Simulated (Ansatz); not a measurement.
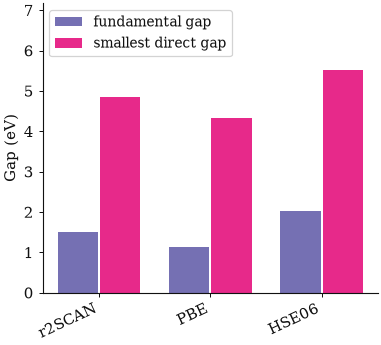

Gaps of SiC, space group R3m, 2 atoms in the cell, zincblende type, epitaxial (111) strain −3.0%, at several levels of theory on one cell (Ansatz, plane waves and PAW; edges over the mesh and the special points).

**How does the gap depend on the level, and does its kind change?**

In rising order: PBE 1.13 eV, r2SCAN 1.49 eV and HSE06 2.02 eV. It is indirect at every level.
